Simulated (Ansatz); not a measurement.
**Co$_{2}$Si: single-point calculation (part 1 of 3)**

The run: single-point calculation of Co$_{2}$Si (6 atoms in the cell). Method and program: DFT r2SCAN, scalar-relativistic, plane waves, PAW, spin-polarised (Ansatz 0.2.0).

The structure was made by swapping elements on the sites of another compound; it need not be a known phase. It belongs to a series of runs on one base structure; here: Ni -> Co on all its sites, cell and atoms relaxed. Figures and captions count atoms from 1; the log counts them from 0 in places.

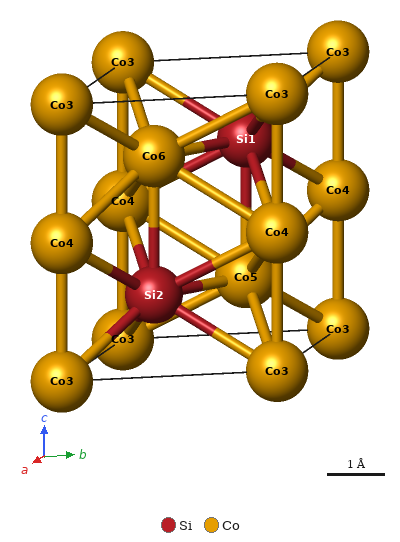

**Figure 1.** The structure (ball-and-stick view of the cell of the calculation, seen slightly off an axis; atoms are numbered from 1 in the order of the input).

Input:
```yaml
crystal:
  lattice:
    - [3.8980505147, 0.0, 0.0]
    - [-1.9490252574, 3.375810771, 0.0]
    - [0.0, 0.0, 4.9631044955]
  atoms:
    - { symbol: Si, position: [0.3333333333, 0.6666666667, 0.75] }
    - { symbol: Si, position: [0.6666666667, 0.3333333333, 0.25] }
    - { symbol: Co, position: [0.0, 0.0, 0.0], spin: 3.0 }
    - { symbol: Co, position: [0.0, 0.0, 0.5], spin: 3.0 }
    - { symbol: Co, position: [0.3333333333, 0.6666666667, 0.25], spin: 3.0 }
    - { symbol: Co, position: [0.6666666667, 0.3333333333, 0.75], spin: 3.0 }
basis:
  ecutwfc: 500
kpoints:
  mp_grid: { grid: [6, 6, 4] }
hamiltonian:
  xc: r2scan
scf:
  occupations: { method: gaussian, width: 0.1 }
  lower_state_search: "off"
output:
  forces: true
  stress: true
  eigenvalues: true
  populations: true
magnetization:
  spin_polarized: true
```

Run on 1 thread of Oxide Virtual Turin-like (Zen 5), 32 GiB of memory available, shared host.

Launch command:
```bash
ansatz run input.yaml --threads 1 --pin off --max-ram 2560MiB --backend cpu --events-out ev --progress --plain --runs-dir out
```

Output:
```
Engine: ansatz 0.2.0, x86_64-unknown-linux-gnu
Pseudopotentials: kind: paw
Pseudopotential: Si, paw, valence charge 4, recommended cutoff 500 eV (meta_gga), Si.paw.azcp
Pseudopotential: Co, paw, valence charge 17, recommended cutoff 500 eV (meta_gga), Co.paw.azcp
Functional definition: r2SCAN
  parameter k0 = 0.174
  parameter k1 = 0.065
  parameter a1 = 4.9479
  exchange = r2scan_x(k0 = k0, k1 = k1, a1 = a1)
  correlation = r2scan_c
Crystal: 6 atoms, lattice volume = 65.310 Å³
Basis set: ecut = 500 eV, 1657 PW (Γ), exchange–correlation on 120×120×160 points (64 copies of the dense FFT grid, shifted against one another)
Bands: 53, of which v1, the nominal top of the filled ones, is band 38 counted from 1 (37 counted from 0)
Symmetry: 24 space group operations
Space group: P63/mmc (ITA 194), of the structure as read, at distance tolerance 4.0e-5 Å
Magnetic group: BNS 194.263 (UNI 1493), of the structure as read, at distance tolerance 4.0e-5 Å
k-points: 21 of 144
Non-local potential: Si, projectors of the file, l = 0: 2, l = 1: 2, l = 2: 2
Non-local potential: Co, projectors of the file, l = 0: 3, l = 1: 2, l = 2: 3, l = 3: 1
PAW form: soft (Blöchl's): semilocal exchange-correlation on the pseudo side does not see the compensation charge
PAW frozen core: Si, regenerated for the run's functional (the file was generated under x = pbe(κ = 0.804, μ = 0.2195149727645171), c = pbe(β = 0.06672455060314922))
PAW frozen core: Co, regenerated for the run's functional (the file was generated under x = pbe(κ = 0.804, μ = 0.2195149727645171), c = pbe(β = 0.06672455060314922))
PAW one-centre angular grid: Si, 302 points (default); XC on 160 Gauss nodes
PAW one-centre angular grid: Co, 590 points (default); XC on 160 Gauss nodes
Initial density: superposition of atomic densities (chi_scale 0.1, normalization cell)
Starting moments: Σ|m| = 12 μB on 4 of 6 sites
Initial wavefunctions: pseudopotential atomic-orbital guess
Functional: x = r2scan, c = r2scan; τ floored in thin density (d = 2e-4 eV/Å³)
```
